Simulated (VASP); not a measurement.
Band-structure calculation, with input and output: MoS2

System: MoS2 (P6₃/mmc, 6 atoms in the cell).
Method: DFT, PBE, plane waves, PAW (VASP 6.6.1).

The structure was built on a prototype by a generator. The geometry comes from this level: r2scan-rvv10 (a point of a series of strains). It belongs to a series of runs on one base structure; here: uniaxial_z strain +2.0%.

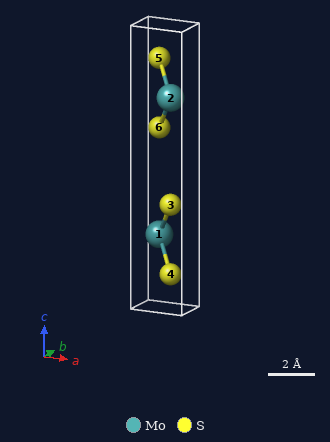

*The structure (ball-and-stick view of the cell of the calculation, seen slightly off an axis; atoms are numbered from 1 in the order of the input). An atom can appear more than once, as a periodic image.*

Near neighbours in the periodic cell (some may lie outside the picture): Mo has 6 S at 2.40 Å; S has 3 Mo at 2.40 Å.

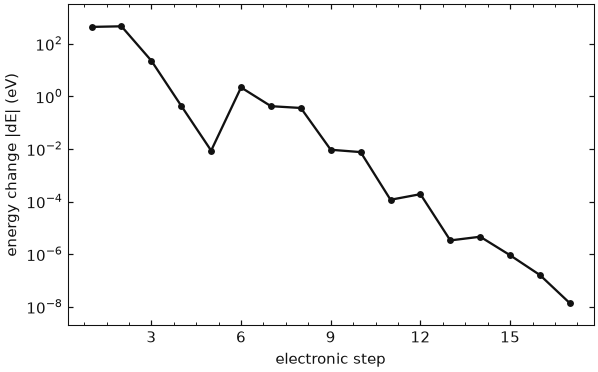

*Convergence of the self-consistent field: energy change |dE| against the electronic step.*

It takes 17 electronic steps. The density is held fixed in the first few steps, and dE rises again when its update begins.

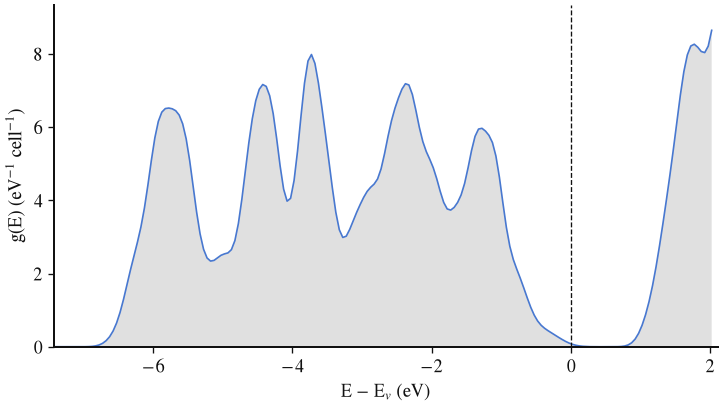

*Density of states (the curve is built from the levels of the k mesh with Gaussians 0.3 eV wide, which also blur the band edges), with energies from the valence-band top.*

There is a gap of 1.04 eV on the k-point mesh. The curves stop near 1.7 eV above the Fermi level, where the computed bands end. Small ripples come from the finite k-point mesh.

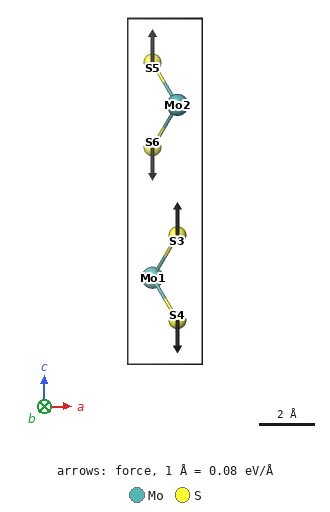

*Forces on the atoms as black arrows (ball-and-stick view of the cell of the calculation, along the b axis; atoms are numbered from 1 in the order of the input).*

The largest act on all 4 S atoms (0.10 eV/Å). The geometry is not a stationary point of this energy.

The input that produced these results follows, with the program's output.

## INCAR
```
ENCUT = 520.000000
SIGMA = 0.020000
EDIFF = 1.00e-07
GGA = PE
PREC = Accurate
IBRION = -1
ISIF = 2
ISMEAR = -1
NBANDS = 35
NELM = 120
NSW = 0
LASPH = .TRUE.
LCHARG = .TRUE.
LELF = .TRUE.
LWAVE = .FALSE.
LREAL = .FALSE.
```

## KPOINTS
```
KPOINTS created by Atomic Simulation Environment
0
Gamma
12 12 2
0 0 0
```

## KPOINTS_OPT
```
special points
7
Reciprocal
0.0000000000 0.0000000000 0.0000000000 1
0.5000000000 0.0000000000 0.0000000000 1
0.3333333333 0.3333333333 0.0000000000 1
0.0000000000 0.0000000000 0.5000000000 1
0.5000000000 0.0000000000 0.5000000000 1
0.3333333333 0.3333333333 0.5000000000 1
0.1744790000 0.1770830000 0.0000000000 1
```

## POSCAR
```
Mo S
 1.0000000000000000
     3.1730199293068684    0.0000000000288675    0.0000000000000000
    -1.5865099646784344    2.7479158654796181    0.0000000000000000
     0.0000000000000000    0.0000000000000000   12.6846138784000004
 Mo  S
   2   4
Cartesian
 -0.0000000000166666  1.8319439103293675  3.1711534695999997
  1.5865099646451011  0.9159719551791173  9.5134604087999985
  1.5865099646451011  0.9159719551791173  4.7284455967766217
  1.5865099646451011  0.9159719551791173  1.6138613424233779
 -0.0000000000166666  1.8319439103293675 11.0707525359766201
 -0.0000000000166666  1.8319439103293675  7.9561682816233761
```

Command:
```bash
mpirun -np 1 vasp_std
```

## OSZICAR
```
N       E                     dE             d eps       ncg     rms          rms(c)
DAV:   1     0.438466312004E+03    0.43847E+03   -0.29226E+04  2940   0.140E+03
DAV:   2    -0.234811092248E+02   -0.46195E+03   -0.44718E+03  3241   0.362E+02
DAV:   3    -0.461812522567E+02   -0.22700E+02   -0.22268E+02  3306   0.727E+01
DAV:   4    -0.466178814403E+02   -0.43663E+00   -0.43562E+00  3145   0.102E+01
DAV:   5    -0.466265233634E+02   -0.86419E-02   -0.86405E-02  3135   0.146E+00    0.341E+01
DAV:   6    -0.444427782363E+02    0.21837E+01   -0.12624E+01  2908   0.226E+01    0.126E+01
DAV:   7    -0.440195921456E+02    0.42319E+00   -0.55768E+00  2856   0.146E+01    0.811E+00
DAV:   8    -0.436578047612E+02    0.36179E+00   -0.84748E-01  2892   0.620E+00    0.287E+00
DAV:   9    -0.436671208834E+02   -0.93161E-02   -0.10054E-01  3047   0.157E+00    0.126E+00
DAV:  10    -0.436595260025E+02    0.75949E-02   -0.32221E-02  2904   0.121E+00    0.409E-01
DAV:  11    -0.436596427389E+02   -0.11674E-03   -0.18474E-03  2924   0.231E-01    0.234E-01
DAV:  12    -0.436594519427E+02    0.19080E-03   -0.54532E-04  2981   0.136E-01    0.109E-01
DAV:  13    -0.436594552631E+02   -0.33204E-05   -0.17848E-04  3030   0.660E-02    0.102E-02
DAV:  14    -0.436594598504E+02   -0.45872E-05   -0.12651E-05  3014   0.165E-02    0.185E-02
DAV:  15    -0.436594607565E+02   -0.90612E-06   -0.93131E-07  2706   0.428E-03    0.114E-02
DAV:  16    -0.436594609158E+02   -0.15929E-06   -0.69894E-07  2736   0.469E-03    0.473E-03
DAV:  17    -0.436594609023E+02    0.13535E-07   -0.53360E-08  1836   0.149E-03
   1 F= -.43659461E+02 E0= -.43659461E+02  d E =-.208398E-10
       N       E                     dE             ncg
DAV:   1     0.187864814153E+04   -0.98184E+04      546
DAV:   2    -0.132403604754E+04   -0.32027E+04      589
DAV:   3    -0.148119672669E+04   -0.15716E+03      588
DAV:   4    -0.148473568281E+04   -0.35390E+01      574
DAV:   5    -0.148481241790E+04   -0.76735E-01      573
DAV:   6    -0.148481524909E+04   -0.28312E-02      620
DAV:   7    -0.148481533788E+04   -0.88789E-04      565
DAV:   8    -0.148481534247E+04   -0.45919E-05      604
DAV:   9    -0.148481534275E+04   -0.27421E-06      448
DAV:  10    -0.148481534277E+04   -0.18833E-07      347
```

## Parts of OUTCAR
```
k-points           NKPTS =     38   k-points in BZ     NKDIM =     38   number of bands    NBANDS=     35

   NELECT =      52.0000    total number of electrons

   dimension x,y,z NGX =    24 NGY =   24 NGZ =   96
   dimension x,y,z NGXF=    48 NGYF=   48 NGZF=  192

  energy-cutoff  :      520.00
  volume of cell :      110.60
      direct lattice vectors                 reciprocal lattice vectors
     3.173019929  0.000000000  0.000000000     0.315157176  0.181956080  0.000000000
    -1.586509965  2.747915865  0.000000000    -0.000000000  0.363912161  0.000000000
     0.000000000  0.000000000 12.684613878     0.000000000  0.000000000  0.078835667

 k-points in reciprocal lattice and weights: KPOINTS created by Atomic Simulation Env
   0.00000000  0.00000000  0.00000000       0.003
   0.08333333 -0.00000000  0.00000000       0.021
   0.16666667 -0.00000000  0.00000000       0.021
   0.25000000 -0.00000000  0.00000000       0.021
   0.33333333 -0.00000000  0.00000000       0.021
   0.41666667 -0.00000000  0.00000000       0.021
   0.50000000 -0.00000000  0.00000000       0.010
   0.08333333  0.08333333  0.00000000       0.021
   0.16666667  0.08333333  0.00000000       0.042
   0.25000000  0.08333333  0.00000000       0.042
   0.33333333  0.08333333  0.00000000       0.042
   0.41666667  0.08333333  0.00000000       0.042
   0.16666667  0.16666667  0.00000000       0.021
   0.25000000  0.16666667  0.00000000       0.042
   0.33333333  0.16666667  0.00000000       0.042
   0.41666667  0.16666667  0.00000000       0.021
   0.25000000  0.25000000  0.00000000       0.021
   0.33333333  0.25000000  0.00000000       0.042
   0.33333333  0.33333333  0.00000000       0.007
   0.00000000  0.00000000  0.50000000       0.003
   0.08333333 -0.00000000  0.50000000       0.021
   0.16666667 -0.00000000  0.50000000       0.021
   0.25000000 -0.00000000  0.50000000       0.021
   0.33333333 -0.00000000  0.50000000       0.021
   0.41666667 -0.00000000  0.50000000       0.021
   0.50000000 -0.00000000  0.50000000       0.010
   0.08333333  0.08333333  0.50000000       0.021
   0.16666667  0.08333333  0.50000000       0.042
   0.25000000  0.08333333  0.50000000       0.042
   0.33333333  0.08333333  0.50000000       0.042
   0.41666667  0.08333333  0.50000000       0.042
   0.16666667  0.16666667  0.50000000       0.021
   0.25000000  0.16666667  0.50000000       0.042
   0.33333333  0.16666667  0.50000000       0.042
   0.41666667  0.16666667  0.50000000       0.021
   0.25000000  0.25000000  0.50000000       0.021
   0.33333333  0.25000000  0.50000000       0.042
   0.33333333  0.33333333  0.50000000       0.007

 E-fermi :   7.3821

 k-point     1 :       0.0000    0.0000    0.0000
  band No.  band energies     occupation
      1     -54.4203      2.00000
      2     -54.4203      2.00000
      3     -28.5688      2.00000
      4     -28.5688      2.00000
      5     -28.3550      2.00000
      6     -28.3550      2.00000
      7     -28.3550      2.00000
      8     -28.3550      2.00000
      9      -7.8005      2.00000
     10      -7.6184      2.00000
     11      -6.5436      2.00000
     12      -6.2372      2.00000
     13       0.3490      2.00000
     14       1.1399      2.00000
     15       3.7903      2.00000
     16       3.7903      2.00000
     17       3.7985      2.00000
     18       3.7985      2.00000
     19       3.7991      2.00000
     20       4.8989      2.00000
     21       4.8989      2.00000
     22       4.9279      2.00000
     23       4.9279      2.00000
     24       5.6814      2.00000
     25       6.0195      2.00000
     26       7.0083      2.00000
     27       9.2025      0.00000
     28       9.2025      0.00000
     29       9.2207      0.00000
     30       9.2207      0.00000
     31       9.4128      0.00000
     32       9.4128      0.00000
     33       9.5258      0.00000
     34       9.5258      0.00000
     35      12.6095      0.00000

 k-point     2 :       0.0833   -0.0000    0.0000
  band No.  band energies     occupation
      1     -54.4177      2.00000
      2     -54.4177      2.00000
      3     -28.5637      2.00000
      4     -28.5636      2.00000
      5     -28.3815      2.00000
      6     -28.3815      2.00000
      7     -28.3610      2.00000
      8     -28.3610      2.00000
      9      -7.6961      2.00000
     10      -7.5150      2.00000
     11      -6.4964      2.00000
     12      -6.1994      2.00000
     13       0.4686      2.00000
     14       1.2566      2.00000
     15       3.5576      2.00000
     16       3.5603      2.00000
     17       3.5713      2.00000
     18       3.8970      2.00000
     19       3.9088      2.00000
     20       4.4752      2.00000
     21       4.7321      2.00000
     22       4.7644      2.00000
     23       5.0363      2.00000
     24       5.8823      2.00000
     25       6.0213      2.00000
     26       6.8346      2.00000
     27       9.0772      0.00000
     28       9.1182      0.00000
     29       9.1854      0.00000
     30       9.2873      0.00000
     31       9.2929      0.00000
     32       9.3722      0.00000
     33       9.4155      0.00000
     34       9.4162      0.00000
     35      13.1020      0.00000

 k-point     3 :       0.1667   -0.0000    0.0000
  band No.  band energies     occupation
      1     -54.4106      2.00000
      2     -54.4106      2.00000
      3     -28.5495      2.00000
      4     -28.5495      2.00000
      5     -28.4531      2.00000
      6     -28.4531      2.00000
      7     -28.3774      2.00000
      8     -28.3774      2.00000
      9      -7.3983      2.00000
     10      -7.2218      2.00000
     11      -6.3620      2.00000
     12      -6.0923      2.00000
     13       0.7782      2.00000
     14       1.5376      2.00000
     15       3.0152      2.00000
     16       3.0625      2.00000
     17       3.0798      2.00000
     18       3.7617      2.00000
     19       4.1940      2.00000
     20       4.2163      2.00000
     21       4.3402      2.00000
     22       4.3788      2.00000
     23       5.0560      2.00000
     24       5.8307      2.00000
     25       5.9465      2.00000
     26       6.3260      2.00000
     27       8.5986      0.00000
     28       8.9668      0.00000
     29       9.0049      0.00000
     30       9.1217      0.00000
     31       9.1530      0.00000
     32       9.2291      0.00000
     33       9.7639      0.00000
     34       9.8586      0.00000
     35      14.0692      0.00000

 k-point     4 :       0.2500   -0.0000    0.0000
  band No.  band energies     occupation
      1     -54.4008      2.00000
      2     -54.4008      2.00000
      3     -28.5497      2.00000
      4     -28.5497      2.00000
      5     -28.5301      2.00000
      6     -28.5301      2.00000
      7     -28.3997      2.00000
      8     -28.3997      2.00000
      9      -6.9549      2.00000
     10      -6.7905      2.00000
     11      -6.1627      2.00000
     12      -5.9370      2.00000
     13       1.0723      2.00000
     14       1.6436      2.00000
     15       2.4874      2.00000
     16       2.5433      2.00000
     17       2.7188      2.00000
     18       3.0166      2.00000
     19       3.9021      2.00000
     20       3.9463      2.00000
     21       4.6077      2.00000
     22       4.6502      2.00000
     23       4.8285      2.00000
     24       5.4345      2.00000
     25       5.6372      2.00000
     26       5.7398      2.00000
     27       8.3445      0.00000
     28       8.7378      0.00000
     29       8.8805      0.00000
     30       9.0851      0.00000
     31       9.1969      0.00000
     32       9.7214      0.00000
     33      10.1605      0.00000
     34      10.3237      0.00000
     35      14.4299      0.00000

 k-point     5 :       0.3333   -0.0000    0.0000
  band No.  band energies     occupation
      1     -54.3910      2.00000
      2     -54.3910      2.00000
      3     -28.6449      2.00000
      4     -28.6449      2.00000
      5     -28.5106      2.00000
      6     -28.5106      2.00000
      7     -28.4218      2.00000
      8     -28.4218      2.00000
      9      -6.4518      2.00000
     10      -6.3121      2.00000
     11      -5.9390      2.00000
     12      -5.7708      2.00000
     13       0.9800      2.00000
     14       1.2737      2.00000
     15       2.0279      2.00000
     16       2.2606      2.00000
     17       2.3369      2.00000
     18       2.7307      2.00000
     19       3.5341      2.00000
     20       3.5822      2.00000
     21       4.5691      2.00000
     22       5.0146      2.00000
     23       5.0193      2.00000
     24       5.0905      2.00000
     25       5.3416      2.00000
     26       5.5356      2.00000
     27       8.5308      0.00000
     28       8.6139      0.00000
     29       8.7207      0.00000
     30       9.1500      0.00000
     31       9.6051      0.00000
     32      10.2879      0.00000
     33      10.4377      0.00000
     34      10.6717      0.00000
     35      13.8439      0.00000

 [... the levels of 32 k-points are left out ...]

 k-point    38 :       0.3333    0.3333    0.5000
  band No.  band energies     occupation
      1     -54.3763      2.00000
      2     -54.3763      2.00000
      3     -28.6444      2.00000
      4     -28.6444      2.00000
      5     -28.5999      2.00000
      6     -28.5999      2.00000
      7     -28.4814      2.00000
      8     -28.4814      2.00000
      9      -5.5376      2.00000
     10      -5.5376      2.00000
     11      -5.4748      2.00000
     12      -5.4748      2.00000
     13       0.9688      2.00000
     14       0.9688      2.00000
     15       1.7826      2.00000
     16       1.7826      2.00000
     17       2.3286      2.00000
     18       2.3286      2.00000
     19       2.7321      2.00000
     20       2.7321      2.00000
     21       3.6177      2.00000
     22       3.6177      2.00000
     23       4.2336      2.00000
     24       4.2336      2.00000
     25       6.4023      2.00000
     26       6.4023      2.00000
     27       8.1185      0.00000
     28       8.1185      0.00000
     29       9.4626      0.00000
     30       9.4626      0.00000
     31       9.9984      0.00000
     32       9.9984      0.00000
     33      11.3052      0.00000
     34      11.3052      0.00000
     35      13.7328      0.00000

  Total        1.1225073      1.1225073      1.6660865      0.0000000      0.0000000      0.0000000
  in kB       16.2609634     16.2609634     24.1354074      0.0000000      0.0000000      0.0000000
  external PRESSURE =      18.8857781 kB  Pullay stress =       0.0000000 kB

 POSITION                                       TOTAL-FORCE (eV/Angst)
 -----------------------------------------------------------------------------------
     -0.00000      1.83194      3.17115         0.000000      0.000000     -0.000000
      1.58651      0.91597      9.51346        -0.000000     -0.000000      0.000000
      1.58651      0.91597      4.72845        -0.000000     -0.000000      0.098269
      1.58651      0.91597      1.61386        -0.000000      0.000000     -0.098269
     -0.00000      1.83194     11.07075         0.000000     -0.000000      0.098269
     -0.00000      1.83194      7.95617         0.000000     -0.000000     -0.098269
 -----------------------------------------------------------------------------------
    total drift:                               -0.000000      0.000000     -0.000000

  FREE ENERGIE OF THE ION-ELECTRON SYSTEM (eV)
  ---------------------------------------------------
  free  energy   TOTEN  =       -43.6594609023 eV

  energy  without entropy=      -43.6594609022  energy(sigma->0) =      -43.65946090
```

## Results in brief

- outcome: converged
- space group (tolerance 0.01 Å): P6₃/mmc (194)
- electrons treated: 52
- free energy: −43.6595 eV
- Fermi energy: 7.382 eV
- band gap: 1.04 eV
- pressure: 1.89 GPa
- largest force (length of the vector): 0.098 eV/Å
- hardware: 1 CPU thread, shared host
- wall time: 2.3 min
- peak memory: 0.33 GiB
